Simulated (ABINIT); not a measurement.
# Run report: GaN, elastic calculation (part 3 of 4)

The same run, continued: GaN (F-43m, 2 atoms in the cell); Kohn-Sham DFT of a periodic cell, PBEsol, PseudoDojo NC SR PBEsol v0.4.1 standard, no spin polarisation (ABINIT 10.8.3); cutoff 1142.88 eV, 6×6×6 k-mesh, fixed occupations. The structure derives from a Materials Project entry.

Geometry of the input (Å; fractional positions):
```
0.0000  2.2498  2.2498
2.2498  0.0000  2.2498
2.2498  2.2498  0.0000
Ga 0.0000  0.0000  0.0000
N  0.2500  0.2500  0.2500
```

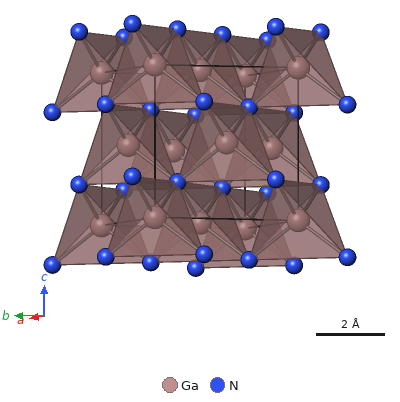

Figure 1. The input geometry (polyhedral view of the cell 4 times as large as that of the calculation, set on its symmetry axes, seen at an oblique angle; polyhedra are completed across the faces of the cell).

Output, continued
```
--------------------------------------------------------------------------------

 Initialisation of the first-order wave-functions :
  ireadwf=   0

--- !BeginCycle
iteration_state: {dtset: 3, }
solver: {iscf: 7, nstep: 80, nline: 4, wfoptalg: 0, }
tolerances: {tolvrs: 1.00E-09, }
...

     iter   2DEtotal(Ha)        deltaE(Ha) residm    vres2
-ETOT  1   8.1751844429255     -1.248E+03 2.981E+00 3.002E+03
 ETOT  2   4.6630318930127     -3.512E+00 2.992E-01 9.135E+01
 ETOT  3   4.5867936080244     -7.624E-02 1.205E-02 1.169E+00
 ETOT  4   4.5852616602019     -1.532E-03 2.592E-03 2.911E-01
 ETOT  5   4.5850161175145     -2.455E-04 3.028E-04 5.787E-03
 ETOT  6   4.5850015136771     -1.460E-05 5.170E-05 1.710E-04
 ETOT  7   4.5849996451927     -1.868E-06 8.335E-06 1.548E-05
 ETOT  8   4.5849993515451     -2.936E-07 1.517E-06 4.376E-07
 ETOT  9   4.5849993036147     -4.793E-08 2.725E-07 2.264E-07
 ETOT 10   4.5849992953135     -8.301E-09 5.253E-08 1.470E-08
 ETOT 11   4.5849992938779     -1.436E-09 9.467E-09 5.519E-09
 ETOT 12   4.5849992936233     -2.547E-10 1.982E-09 1.039E-09
 ETOT 13   4.5849992935691     -5.411E-11 3.537E-10 2.167E-10

 At SCF step   13       vres2   =  2.17E-10 < tolvrs=  1.00E-09 =>converged.
-open ddk wf file :runo_DS2_1WF7
-open ddk wf file :runo_DS2_1WF8
-open ddk wf file :runo_DS2_1WF9
================================================================================

 ----iterations are completed or convergence reached----

 Mean square residual over all n,k,spin=   36.214E-14; max=  35.366E-11

 2DEtotal=    0.4584999294E+01 Ha. Also 2DEtotal=    0.124764186715E+03 eV
    (2DErelax=   -1.2512738099E+03 Ha. 2DEnonrelax=    1.2558588092E+03 Ha)
    (  non-var. 2DEtotal :    4.5850047777E+00 Ha)

--------------------------------------------------------------------------------
 Perturbation wavevector (in red.coord.)   0.000000  0.000000  0.000000
 Perturbation : homogeneous electric field along direction   1
 The set of symmetries contains only one element for this perturbation.
 symkpt : not enough symmetry to change the number of k points.

--------------------------------------------------------------------------------

--------------------------------------------------------------------------------

 Initialisation of the first-order wave-functions :
  ireadwf=   0

--- !BeginCycle
iteration_state: {dtset: 3, }
solver: {iscf: 7, nstep: 80, nline: 4, wfoptalg: 0, }
tolerances: {tolvrs: 1.00E-09, }
...

     iter   2DEtotal(Ha)        deltaE(Ha) residm    vres2
-ETOT  1  -96.097985312310     -9.610E+01 1.172E+02 6.734E+03
 ETOT  2  -99.538880986179     -3.441E+00 6.715E+00 7.967E+02
 ETOT  3  -99.989087934830     -4.502E-01 5.787E-01 6.948E+01
 ETOT  4  -100.02746956314     -3.838E-02 2.110E-02 1.484E+00
 ETOT  5  -100.02854371199     -1.074E-03 7.065E-03 7.846E-01
 ETOT  6  -100.02897268486     -4.290E-04 7.831E-04 3.312E-03
 ETOT  7  -100.02898877801     -1.609E-05 1.735E-04 4.642E-05
 ETOT  8  -100.02899112554     -2.348E-06 3.964E-05 3.406E-05
 ETOT  9  -100.02899154348     -4.179E-07 8.819E-06 6.854E-07
 ETOT 10  -100.02899162024     -7.675E-08 2.025E-06 1.438E-07
 ETOT 11  -100.02899163562     -1.538E-08 4.663E-07 4.293E-08
 ETOT 12  -100.02899163881     -3.194E-09 1.043E-07 7.005E-10

 At SCF step   12       vres2   =  7.01E-10 < tolvrs=  1.00E-09 =>converged.
-open ddk wf file :runo_DS2_1WF7
-open ddk wf file :runo_DS2_1WF8
-open ddk wf file :runo_DS2_1WF9
================================================================================

 ----iterations are completed or convergence reached----

 Mean square residual over all n,k,spin=   29.466E-12; max=  10.430E-08

 2DEtotal=   -0.1000289916E+03 Ha. Also 2DEtotal=   -0.272192752728E+04 eV
    (  non-var. 2DEtotal :   -1.0002896331E+02 Ha)

--------------------------------------------------------------------------------
 Perturbation wavevector (in red.coord.)   0.000000  0.000000  0.000000
 Found     8 symmetries that leave the perturbation invariant.
 symkpt : the number of k-points, thanks to the symmetries,
 is reduced to    63 .

--------------------------------------------------------------------------------

--------------------------------------------------------------------------------

 Initialisation of the first-order wave-functions :
  ireadwf=   0

--- !BeginCycle
iteration_state: {dtset: 3, }
solver: {iscf: 7, nstep: 80, nline: 4, wfoptalg: 0, }
tolerances: {tolvrs: 1.00E-09, }
...

     iter   2DEtotal(Ha)        deltaE(Ha) residm    vres2
-ETOT  1   14.977845698676     -1.678E+02 1.092E+00 3.207E+04
 ETOT  2   4.5332033157978     -1.044E+01 8.302E-02 6.535E+03
 ETOT  3   1.5398676364652     -2.993E+00 1.192E-02 3.090E+02
 ETOT  4   1.4200584192587     -1.198E-01 1.345E-03 2.865E+01
 ETOT  5   1.4090738756382     -1.098E-02 3.583E-04 9.098E-02
 ETOT  6   1.4090230615761     -5.081E-05 9.100E-05 1.905E-03
 ETOT  7   1.4090194320831     -3.629E-06 1.337E-05 2.816E-04
 ETOT  8   1.4090187007306     -7.314E-07 4.962E-06 1.931E-05
 ETOT  9   1.4090185599605     -1.408E-07 7.634E-07 2.284E-06
 ETOT 10   1.4090185293198     -3.064E-08 2.358E-07 7.777E-08
 ETOT 11   1.4090185225662     -6.754E-09 4.078E-08 1.534E-08
 ETOT 12   1.4090185210178     -1.548E-09 1.318E-08 3.935E-09
 ETOT 13   1.4090185206581     -3.597E-10 2.224E-09 7.923E-11

 At SCF step   13       vres2   =  7.92E-11 < tolvrs=  1.00E-09 =>converged.
-open ddk wf file :runo_DS2_1WF7
-open ddk wf file :runo_DS2_1WF8
-open ddk wf file :runo_DS2_1WF9
================================================================================

 ----iterations are completed or convergence reached----

 Mean square residual over all n,k,spin=   62.817E-13; max=  22.237E-10

 2DEtotal=    0.1409018521E+01 Ha. Also 2DEtotal=    0.383413471934E+02 eV
    (2DErelax=   -1.8132318418E+02 Ha. 2DEnonrelax=    1.8273220270E+02 Ha)
    (  non-var. 2DEtotal :    1.4090188486E+00 Ha)

--------------------------------------------------------------------------------
 Perturbation wavevector (in red.coord.)   0.000000  0.000000  0.000000
 Found     8 symmetries that leave the perturbation invariant.
 symkpt : the number of k-points, thanks to the symmetries,
 is reduced to    63 .

--------------------------------------------------------------------------------

--------------------------------------------------------------------------------

 Initialisation of the first-order wave-functions :
  ireadwf=   0

--- !BeginCycle
iteration_state: {dtset: 3, }
solver: {iscf: 7, nstep: 80, nline: 4, wfoptalg: 0, }
tolerances: {tolvrs: 1.00E-09, }
...

     iter   2DEtotal(Ha)        deltaE(Ha) residm    vres2
-ETOT  1   14.975733796332     -1.678E+02 1.092E+00 3.206E+04
 ETOT  2   4.5324527101222     -1.044E+01 8.301E-02 6.533E+03
 ETOT  3   1.5398512830401     -2.993E+00 1.192E-02 3.091E+02
 ETOT  4   1.4200303214451     -1.198E-01 1.742E-03 2.864E+01
 ETOT  5   1.4090710425817     -1.096E-02 4.322E-04 9.050E-02
 ETOT  6   1.4090227896078     -4.825E-05 1.149E-04 2.114E-03
 ETOT  7   1.4090193380052     -3.452E-06 1.615E-05 2.592E-04
 ETOT  8   1.4090186809848     -6.570E-07 5.969E-06 1.599E-05
 ETOT  9   1.4090185579119     -1.231E-07 8.253E-07 1.803E-06
 ETOT 10   1.4090185318208     -2.609E-08 3.094E-07 5.938E-08
 ETOT 11   1.4090185261535     -5.667E-09 4.254E-08 5.600E-09
 ETOT 12   1.4090185248822     -1.271E-09 1.640E-08 2.742E-09
 ETOT 13   1.4090185245916     -2.906E-10 2.208E-09 2.624E-11

 At SCF step   13       vres2   =  2.62E-11 < tolvrs=  1.00E-09 =>converged.
-open ddk wf file :runo_DS2_1WF7
-open ddk wf file :runo_DS2_1WF8
-open ddk wf file :runo_DS2_1WF9
================================================================================

 ----iterations are completed or convergence reached----

 Mean square residual over all n,k,spin=   39.343E-13; max=  22.076E-10

 2DEtotal=    0.1409018525E+01 Ha. Also 2DEtotal=    0.383413473004E+02 eV
    (2DErelax=   -1.8132318418E+02 Ha. 2DEnonrelax=    1.8273220270E+02 Ha)
    (  non-var. 2DEtotal :    1.4090186793E+00 Ha)

--------------------------------------------------------------------------------
 Perturbation wavevector (in red.coord.)   0.000000  0.000000  0.000000
 Found     8 symmetries that leave the perturbation invariant.
 symkpt : the number of k-points, thanks to the symmetries,
 is reduced to    63 .

--------------------------------------------------------------------------------

--------------------------------------------------------------------------------

 Initialisation of the first-order wave-functions :
  ireadwf=   0

--- !BeginCycle
iteration_state: {dtset: 3, }
solver: {iscf: 7, nstep: 80, nline: 4, wfoptalg: 0, }
tolerances: {tolvrs: 1.00E-09, }
...

     iter   2DEtotal(Ha)        deltaE(Ha) residm    vres2
-ETOT  1   14.977373887023     -1.678E+02 1.092E+00 3.206E+04
 ETOT  2   4.5328309991283     -1.044E+01 8.302E-02 6.534E+03
 ETOT  3   1.5398328056859     -2.993E+00 1.192E-02 3.090E+02
 ETOT  4   1.4200419260869     -1.198E-01 1.605E-03 2.864E+01
 ETOT  5   1.4090722885779     -1.097E-02 4.158E-04 9.048E-02
 ETOT  6   1.4090230582585     -4.923E-05 1.090E-04 2.112E-03
 ETOT  7   1.4090194131629     -3.645E-06 1.557E-05 2.611E-04
 ETOT  8   1.4090187016004     -7.116E-07 5.843E-06 1.753E-05
 ETOT  9   1.4090185645751     -1.370E-07 8.251E-07 2.092E-06
 ETOT 10   1.4090185349433     -2.963E-08 3.008E-07 7.034E-08
 ETOT 11   1.4090185284350     -6.508E-09 4.321E-08 9.947E-09
 ETOT 12   1.4090185269547     -1.480E-09 1.618E-08 3.465E-09
 ETOT 13   1.4090185266138     -3.409E-10 2.281E-09 4.372E-11

 At SCF step   13       vres2   =  4.37E-11 < tolvrs=  1.00E-09 =>converged.
-open ddk wf file :runo_DS2_1WF7
-open ddk wf file :runo_DS2_1WF8
-open ddk wf file :runo_DS2_1WF9
================================================================================

 ----iterations are completed or convergence reached----

 Mean square residual over all n,k,spin=   52.064E-13; max=  22.811E-10

 2DEtotal=    0.1409018527E+01 Ha. Also 2DEtotal=    0.383413473554E+02 eV
    (2DErelax=   -1.8132318417E+02 Ha. 2DEnonrelax=    1.8273220270E+02 Ha)
    (  non-var. 2DEtotal :    1.4090188082E+00 Ha)

--------------------------------------------------------------------------------
 Perturbation wavevector (in red.coord.)   0.000000  0.000000  0.000000
 Found     4 symmetries that leave the perturbation invariant.
 symkpt : the number of k-points, thanks to the symmetries,
 is reduced to   126 .

--------------------------------------------------------------------------------

--------------------------------------------------------------------------------

 Initialisation of the first-order wave-functions :
  ireadwf=   0

--- !BeginCycle
iteration_state: {dtset: 3, }
solver: {iscf: 7, nstep: 80, nline: 4, wfoptalg: 0, }
tolerances: {tolvrs: 1.00E-09, }
...

     iter   2DEtotal(Ha)        deltaE(Ha) residm    vres2
-ETOT  1   3.2212914529412     -1.098E+02 2.998E-01 8.489E+03
 ETOT  2   1.0841867648184     -2.137E+00 1.792E-02 1.797E+02
 ETOT  3   1.0069533241867     -7.723E-02 6.522E-04 3.077E+01
 ETOT  4  0.99438455583406     -1.257E-02 1.142E-04 8.460E-01
 ETOT  5  0.99403024732792     -3.543E-04 2.399E-05 1.126E-02
 ETOT  6  0.99402524077393     -5.007E-06 1.741E-06 2.746E-04
 ETOT  7  0.99402493059815     -3.102E-07 7.623E-07 4.817E-06
 ETOT  8  0.99402489750487     -3.309E-08 6.772E-08 1.373E-08
 ETOT  9  0.99402489204796     -5.457E-09 3.237E-08 1.442E-08
 ETOT 10  0.99402489100108     -1.047E-09 2.744E-09 1.489E-09
 ETOT 11  0.99402489079678     -2.043E-10 1.373E-09 2.893E-10

 At SCF step   11       vres2   =  2.89E-10 < tolvrs=  1.00E-09 =>converged.
-open ddk wf file :runo_DS2_1WF7
-open ddk wf file :runo_DS2_1WF8
-open ddk wf file :runo_DS2_1WF9
================================================================================

 ----iterations are completed or convergence reached----

 Mean square residual over all n,k,spin=   46.792E-13; max=  13.730E-10

 2DEtotal=    0.9940248908E+00 Ha. Also 2DEtotal=    0.270487952416E+02 eV
    (2DErelax=   -1.1202199990E+02 Ha. 2DEnonrelax=    1.1301602479E+02 Ha)
    (  non-var. 2DEtotal :    9.9402475974E-01 Ha)

--------------------------------------------------------------------------------
 Perturbation wavevector (in red.coord.)   0.000000  0.000000  0.000000
 Found     4 symmetries that leave the perturbation invariant.
 symkpt : the number of k-points, thanks to the symmetries,
 is reduced to   126 .

--------------------------------------------------------------------------------

--------------------------------------------------------------------------------

 Initialisation of the first-order wave-functions :
  ireadwf=   0

--- !BeginCycle
iteration_state: {dtset: 3, }
solver: {iscf: 7, nstep: 80, nline: 4, wfoptalg: 0, }
tolerances: {tolvrs: 1.00E-09, }
...

     iter   2DEtotal(Ha)        deltaE(Ha) residm    vres2
-ETOT  1   3.2212622667525     -1.098E+02 2.998E-01 8.488E+03
 ETOT  2   1.0841385285057     -2.137E+00 1.792E-02 1.795E+02
 ETOT  3   1.0069379621943     -7.720E-02 6.522E-04 3.075E+01
 ETOT  4  0.99438419900061     -1.255E-02 1.208E-04 8.473E-01
 ETOT  5  0.99403010520258     -3.541E-04 2.403E-05 1.130E-02
 ETOT  6  0.99402520009890     -4.905E-06 1.790E-06 2.753E-04
 ETOT  7  0.99402491972130     -2.804E-07 8.626E-07 4.771E-06
 ETOT  8  0.99402489385038     -2.587E-08 6.162E-08 1.809E-08
 ETOT  9  0.99402489009706     -3.753E-09 3.167E-08 1.322E-08
 ETOT 10  0.99402488944624     -6.508E-10 2.142E-09 8.832E-10

 At SCF step   10       vres2   =  8.83E-10 < tolvrs=  1.00E-09 =>converged.
-open ddk wf file :runo_DS2_1WF7
-open ddk wf file :runo_DS2_1WF8
-open ddk wf file :runo_DS2_1WF9
================================================================================

 ----iterations are completed or convergence reached----

 Mean square residual over all n,k,spin=   51.760E-13; max=  21.420E-10

 2DEtotal=    0.9940248894E+00 Ha. Also 2DEtotal=    0.270487952048E+02 eV
    (2DErelax=   -1.1202199990E+02 Ha. 2DEnonrelax=    1.1301602479E+02 Ha)
    (  non-var. 2DEtotal :    9.9402550142E-01 Ha)

--------------------------------------------------------------------------------
 Perturbation wavevector (in red.coord.)   0.000000  0.000000  0.000000
 Found     4 symmetries that leave the perturbation invariant.
 symkpt : the number of k-points, thanks to the symmetries,
 is reduced to   126 .

--------------------------------------------------------------------------------

--------------------------------------------------------------------------------

 Initialisation of the first-order wave-functions :
  ireadwf=   0

--- !BeginCycle
iteration_state: {dtset: 3, }
solver: {iscf: 7, nstep: 80, nline: 4, wfoptalg: 0, }
tolerances: {tolvrs: 1.00E-09, }
...

     iter   2DEtotal(Ha)        deltaE(Ha) residm    vres2
-ETOT  1   3.2207476830914     -1.098E+02 2.998E-01 8.488E+03
 ETOT  2   1.0841020528833     -2.137E+00 1.792E-02 1.794E+02
 ETOT  3   1.0069422181246     -7.716E-02 6.516E-04 3.076E+01
 ETOT  4  0.99438416504235     -1.256E-02 1.199E-04 8.464E-01
 ETOT  5  0.99403017682708     -3.540E-04 2.403E-05 1.128E-02
 ETOT  6  0.99402521863091     -4.958E-06 1.838E-06 2.754E-04
 ETOT  7  0.99402492361164     -2.950E-07 8.658E-07 4.807E-06
 ETOT  8  0.99402489436547     -2.925E-08 6.722E-08 1.515E-08
 ETOT  9  0.99402488985946     -4.506E-09 3.374E-08 1.361E-08
 ETOT 10  0.99402488904180     -8.177E-10 2.486E-09 8.829E-10

 At SCF step   10       vres2   =  8.83E-10 < tolvrs=  1.00E-09 =>converged.
-open ddk wf file :runo_DS2_1WF7
-open ddk wf file :runo_DS2_1WF8
-open ddk wf file :runo_DS2_1WF9
================================================================================

 ----iterations are completed or convergence reached----

 Mean square residual over all n,k,spin=   70.743E-13; max=  24.862E-10

 2DEtotal=    0.9940248890E+00 Ha. Also 2DEtotal=    0.270487951938E+02 eV
    (2DErelax=   -1.1202199990E+02 Ha. 2DEnonrelax=    1.1301602479E+02 Ha)
    (  non-var. 2DEtotal :    9.9402545019E-01 Ha)

================================================================================

 ---- first-order wavefunction calculations are completed ----
```
